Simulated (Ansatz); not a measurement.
## Energy of C along a strain of the cell

System: C (2 atoms in the cell).
Method: DFT r2SCAN, scalar-relativistic, plane waves, PAW, no spin polarisation (Ansatz 0.2.0).

The 5 runs differ only in the geometry, by a strain of the cell at fixed fractional positions. Against run 3, the strain is εxx = η and εyy = η. The structure derives from an entry of the Crystallography Open Database.

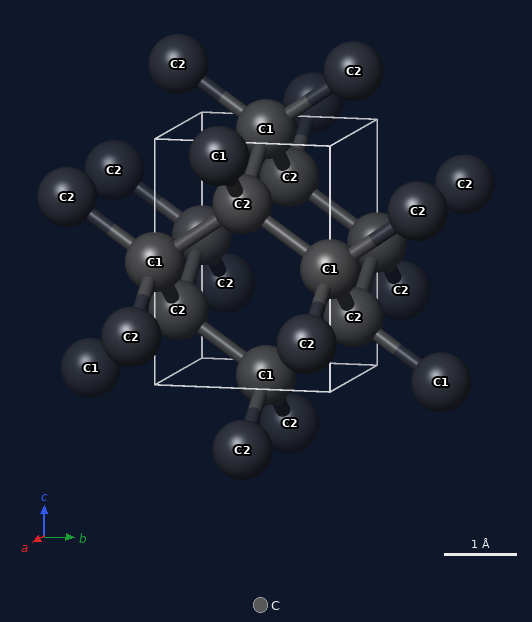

Figure 1. The structure of run 3 (ball-and-stick view of the cell 2 times as large as that of the calculation, set on its symmetry axes, seen slightly off an axis; neighbours outside the cell are drawn fainter; atoms are numbered from 1 in the order of the input).

### Input of run 3
```yaml
crystal:
  lattice:
    - [0.0, 1.7834, 1.729898]
    - [1.7834, 0.0, 1.729898]
    - [1.7834, 1.7834, 0.0]
  atoms:
    - { symbol: C, position: [0.5, 0.5, 0.5] }
    - { symbol: C, position: [0.75, 0.75, 0.75] }
basis:
  ecutwfc: 500
kpoints:
  mp_grid: { grid: [12, 12, 12] }
hamiltonian:
  xc: r2scan
scf:
  occupations: { method: gaussian, width: 0.05 }
output:
  forces: true
  stress: true
  eigenvalues: true
```

Run 2 differs from it as follows:
```diff
-    - [0.0, 1.7834, 1.729898]
-    - [1.7834, 0.0, 1.729898]
-    - [1.7834, 1.7834, 0.0]
+    - [0.0, 1.756649, 1.729898]
+    - [1.756649, 0.0, 1.729898]
+    - [1.756649, 1.756649, 0.0]
```

### Results, with one run withheld

| run | strain parameter η (%) | free energy per atom, from the lowest run given (meV) | pressure (GPa) | gap on the mesh (eV) |
| --- | --- | --- | --- | --- |
| 1 | −3.0000 | 45.75 | 45.25 | 4.60 |
| 2 | −1.5000 | ? | ? | ? |
| 3 | 0.0000 | 0.00 | 11.81 | 3.63 |
| 4 | 1.5000 | 7.73 | −2.07 | 3.19 |
| 5 | 3.0000 | 33.45 | −14.31 | 2.78 |

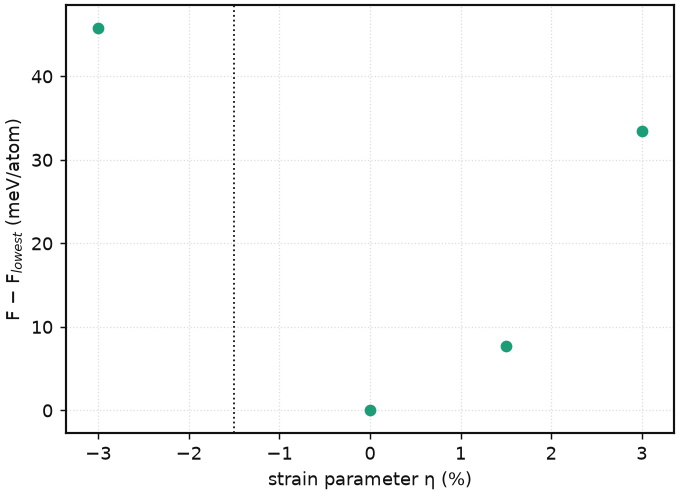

Figure 2. Free energy per atom of the runs given; the dotted line marks run 2.

Estimate the energy of run 2 from the others.

A quadratic polynomial in the coordinate, fitted to the 4 runs given, misses them by at most 0.53 meV per atom. With x = η − 0.3750, it reads F = 0.25622 + 1.2665 x + 4.3634 x² (meV per atom). At run 2 it gives 13.22 meV per atom, and the run itself gives 12.04. The fit has its minimum at η = 0.2299 %. So low a polynomial doesn't follow these energies more closely. The gap on the mesh goes, without turning, from 4.60 eV in run 1 to 2.78 eV in run 5; run 2 has 4.10 eV. These are gaps of this functional on this mesh, which can miss the band edges; they aren't the measured gap.

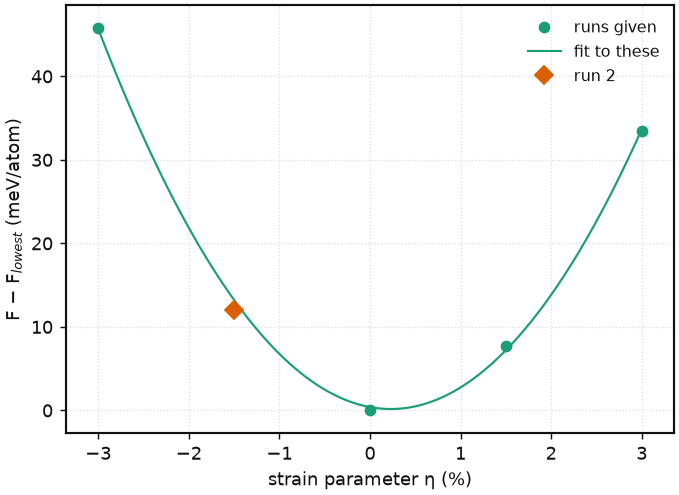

Figure 3. The fit and the withheld run.

### Output, shortened to warnings, some set-up lines, iterations and results (run 2)
```
Basis set: ecut = 500 eV, 275 PW (Γ), exchange–correlation on 72×72×80 points (64 copies of the dense FFT grid, shifted against one another)
Symmetry: 16 space group operations
k-points: 163 of 1728
Initial density: superposition of atomic densities (neutral atoms: chi_scale 0, normalization atom), corrected by the library's trained network
[...]
SCF iter   1: F=—  HF=-502.994990 eV  |F-HF|=—  |Δ(HF+E_count)|=         —  Δρ=9.32e-3  dr2=2.78e-3  dr2_τ=4.54e-1  ethr=1.77e-3  ⟨swp⟩=5.1  Hψ=8874  notcnv=0
SCF iter   2: F=—  HF=-503.056150 eV  |F-HF|=—  |Δ(HF+E_count)|=   6.12e-2  Δρ=5.85e-3  dr2=1.03e-3  dr2_τ=6.83e-5  ethr=3.47e-5  ⟨swp⟩=2.0  Hψ=3912  notcnv=0
SCF iter   3: F=—  HF=-503.056194 eV  |F-HF|=—  |Δ(HF+E_count)|=   4.36e-5  Δρ=1.43e-3  dr2=6.57e-5  dr2_τ=1.33e-5  ethr=1.28e-5  ⟨swp⟩=2.0  Hψ=1903  notcnv=0
SCF iter   4: F=—  HF=-503.056215 eV  |F-HF|=—  |Δ(HF+E_count)|=   2.14e-5  Δρ=2.18e-4  dr2=1.44e-6  dr2_τ=1.15e-7  ethr=8.21e-7  ⟨swp⟩=1.9  Hψ=1831  notcnv=0
SCF iter   5: F=-503.056216 eV  HF=-503.056216 eV  |F-HF|=2.83e-8  |Δ(HF+E_count)|=   1.13e-6  Δρ=4.08e-5  dr2=5.28e-8  dr2_τ=6.41e-9  ethr=1.80e-8  ⟨swp⟩=2.0  Hψ=1953  …
SCF iter   6: F=-503.056216 eV  HF=-503.056216 eV  |F-HF|=2.71e-11  |Δ(HF+E_count)|=   3.20e-8  Δρ=9.76e-7  dr2=2.31e-11  dr2_τ=6.28e-12  ethr=6.60e-10  ⟨swp⟩=2.5  Hψ=5272  …
SCF 1 converged in 6 iterations: F = -503.056216 eV  dr2 = 2.31e-11
SCF converged after 6 iterations
Free energy (F): -503.056216 eV
Harris-Foulkes:  -503.056216 eV  (|F-HF|=2.71e-11)
Internal energy: -503.056216 eV  (E = F + TS)
E sigma→0 (E₀):  -503.056216 eV
Fermi energy:    16.625345 eV
--- Per-component energies (eV) ---
  E_band       = 36.112432
  E_kinetic    = 188.514841
  E_local      = -116.827032  (includes V_loc(G=0)·N_el)
  E_nonlocal   = 53.323818
  E_hartree    = 25.873759
  E_xc         = -96.998052
  E_vxc        = -134.102355  (∫ρ·V_xc dr)
  E_paw        = -201.815314  (= ΣΔE_a)
  E_vpaw       = -13.613430  (= ΣTr[D̂ρ^β])
  E_aug_tail   = 0.000009  (compensation charges beyond the density's cutoff)
  E_vtau       = 7.069087  (kinetic-family band-sum trace: ∫τ·v_τ [+ j·A + Jᵃ·Aᵃ] dr)
  E_ewald      = -355.078698
  E_core_change = -0.049547  (= ΣΔE_core)
  E_smearing   = -0.000000  (= −TS)
  E_closure    = 0.000000  (closes the sum)
  Σ components = -503.056216   (vs F -503.056216, Δ=0.00e0)
--- Forces (eV/Å), atoms counted from 1 ---
  atom   1  C      0.00000000     0.00000000     0.00000000
  atom   2  C      0.00000000     0.00000000     0.00000000
  max |Σ_I F_I| component: 2.22e-16 eV/Å
--- Stress (GPa, compression-positive) ---
       22.219868       0.000000       0.000000
        0.000000      22.219868      -0.000000
        0.000000       0.000000      38.120762
  P = ⅓ Tr σ = 27.5202 GPa (275.202 kbar)
```
